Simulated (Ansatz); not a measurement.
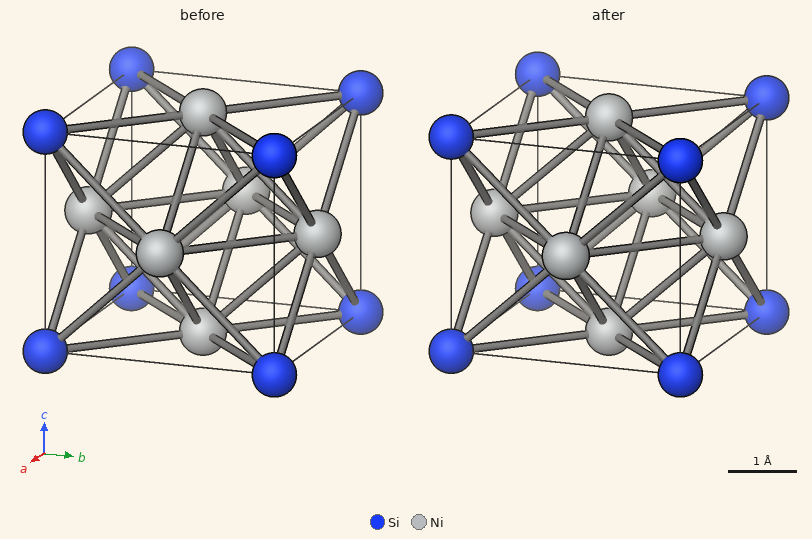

The structure of crystalline SiNi3 (set up in P4/mmm) before (left) and after (right) a relaxation, at one scale.

The picture is a ball-and-stick view of the cell of the calculation, seen slightly off an axis.

Case: biaxial strain in the a-b plane of +4.5 %; c and atoms relaxed.

Theory: Ansatz 0.2.0, DFT PBEsol, scalar-relativistic, plane waves, PAW. Set-up: plane-wave cutoff 420 eV; k-point mesh 16 × 16 × 16; occupations gaussian; smearing width 0.1 eV; no spin polarisation; cell relaxed at fixed a, b, gamma; force threshold 0.008 eV/Å; at most 40 steps.

Q: Describe what moved and what it gained.

A: The energy falls by 5.1 meV per atom in 3 accepted moves (4 points after the start). All forces vanish by symmetry, so only the cell relaxes. The pressure goes from −12.31 to −7.66 GPa. The SCF was repeated once at an unchanged geometry on a basis and grid sized afresh for the cell, which shifted the energy by 0.1 meV per atom at most. No atom moves by more than 0.005 Å relative to the cell. The drawn cell changes as follows: a = b unchanged at 3.617 Å, c 3.368 → 3.291 Å (−2.3 %); the volume changes by −2.3 %. Among the contacts that change: Ni–Si 2.471 → 2.445 Å, Ni–Ni 2.471 → 2.445 Å. The space group stays P4/mmm (No. 123). The run took 2.6 min on 1 thread of Arm Neoverse V2, with other jobs on the host, peak memory 0.7 GiB.
